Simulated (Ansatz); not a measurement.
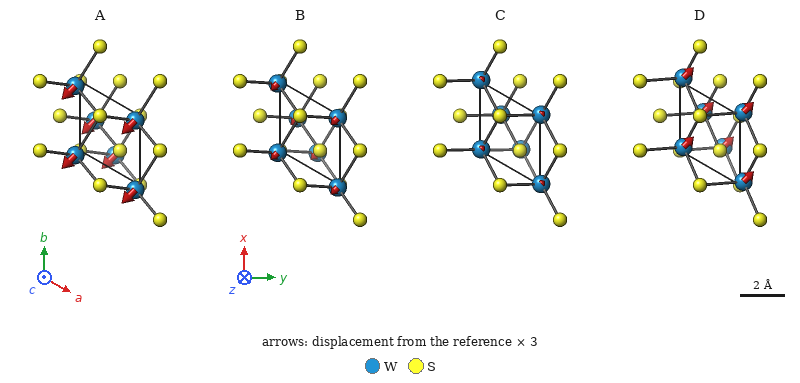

Frames of a one-coordinate scan of solid WS2 (R3m). A ball-and-stick model of the conventional cell (3 times the calculation's cell), seen along the c axis. Red arrows: displacements from the reference. Lengths and directions refer to the drawn axes.

Computed with DFT PBE+D3(BJ), scalar-relativistic, plane waves, PAW in Ansatz 0.2.0. Settings: plane-wave cutoff 420 eV; k-point mesh 12 × 12 × 12; occupations gaussian; smearing width 0.05 eV; no spin polarisation. Energies (free energies at the smearing named) are counted from the relaxed crystal.

**What is being scanned?**

The whole W sublattice is shifted rigidly, along Cartesian [1 1 0], all else fixed. In the frames the displacement is −0.30 Å (A), −0.15 Å (B), 0.075 Å (C), 0.225 Å (D). Their energies are 895 meV/cell, 235 meV/cell, 61 meV/cell, 547 meV/cell.
